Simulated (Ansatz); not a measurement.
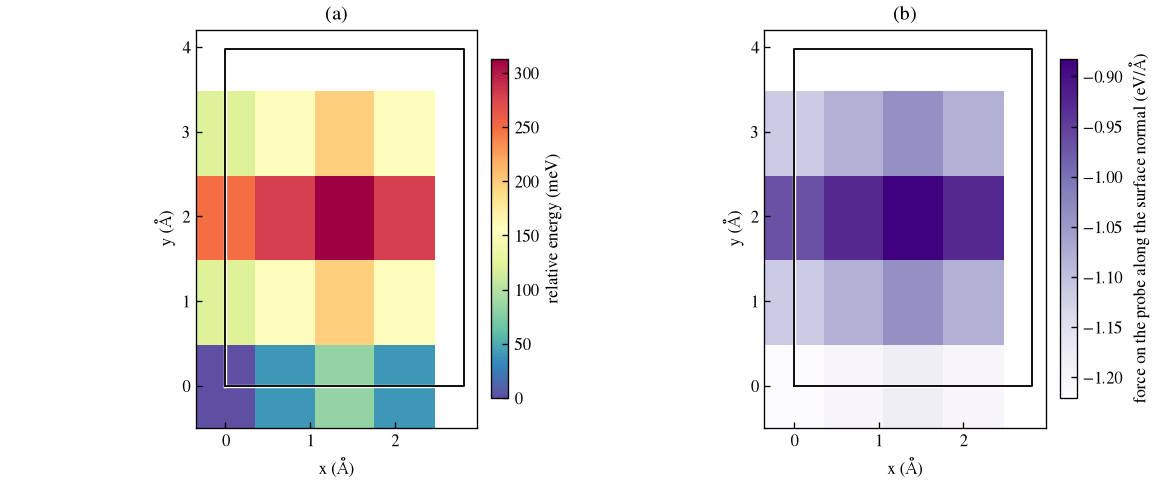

Cu on an Al(110) slab cut from the Fm-3m phase, its upper half relaxed before the scan (16 atoms of substrate and one adsorbate in a 2 × 2 cell). Cu is moved over the surface cell at a fixed height above a rigid substrate; the origin of the map has the adsorbate above Al13; the height is held at 3.10 Å. Places are given modulo a cell vector. The map is drawn in real space over the plane of the surface. The scan uses a 4 × 4 grid; 9 points were computed and 7 follow by symmetry. Places are given in fractions of the 1 × 1 surface cell. Energies: meV, counted from the lowest grid point. The runs have no spin polarisation, so an open-shell adsorbate far from the surface lies too high. At a fixed height the lowest place need not be the adsorption site. Computed with DFT PBE+D3(BJ), scalar-relativistic, plane waves, PAW (Ansatz 0.2.0). Settings: cutoff 420 eV, k-mesh 5×4×1, gaussian smearing 0.1 eV, no spin polarisation.

Panel (a) is the energy; panel (b) is the computed force on the probe along the surface normal, in eV/Å.

The picture shows one coloured cell a grid point, the outline of one cell of the plane.

Q: How does the force on the probe along the surface normal vary over the map, and what is it at the lowest grid point?

A: It runs from −1.22 eV/Å at the top site over a surface Al atom, (0/4, 0/4) of the cell vectors to −0.88 eV/Å at a fourfold hollow over a second-layer Al atom, (2/4, 2/4) of the cell vectors. At the lowest grid point, the top site over a surface Al atom, (0/4, 0/4) of the cell vectors, it is −1.22 eV/Å.

PAW datasets: the set soft_1.
